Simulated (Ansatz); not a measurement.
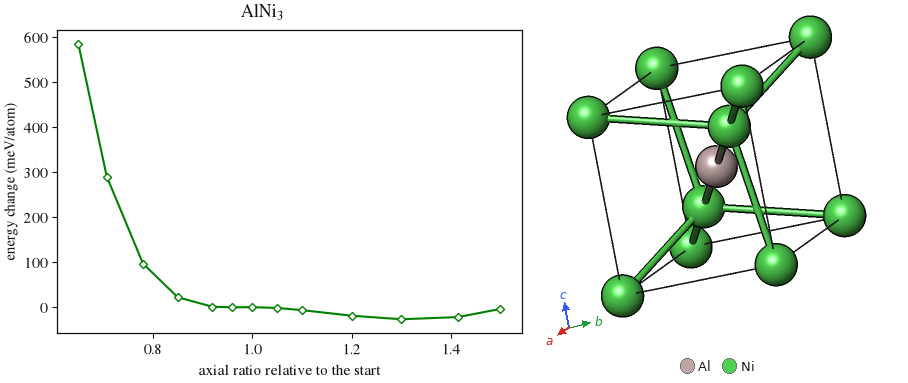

The picture above shows the energy change against relative axial ratio for AlNi₃, space group Fm-3m (No. 225). The cell is drawn beside the plot.

Structure:
```xyz
4
Lattice="0.0000 2.7984 2.7984 2.7984 0.0000 2.7984 2.7984 2.7984 0.0000" Properties=species:S:1:pos:R:3 pbc="T T T"
Al    2.7984    2.7984    2.7984
Ni    1.3992    1.3992    1.3992
Ni    0.0000    0.0000    0.0000
Ni    4.1976    4.1976    4.1976
```

Method: deformation of a crystal at fixed volume, lengths along the axis scaled against those across it, fractional coordinates fixed, by plane-wave density functional theory with PAW datasets, free energies less that of the undisturbed cell; scalar-relativistic (Ansatz 0.2.0). Level: PBEsol, no spin polarisation.

- wave cutoff: 420 eV
- k mesh: 16×16×16
- occupations: Gaussian
- smearing width: 0.15 eV
- k shift: (0, 0, 0) (mesh steps)
- start: relaxed
- path: tetragonal
- axis direction: (0, 0, 1) (Cartesian unit vector)

Where does the curve of the energy change have its lowest point?

Answer. The lowest computed point is at relative axial ratio 1.300 (−27 meV/atom).

Caveats: no spin polarisation, a magnetic state may lie lower.
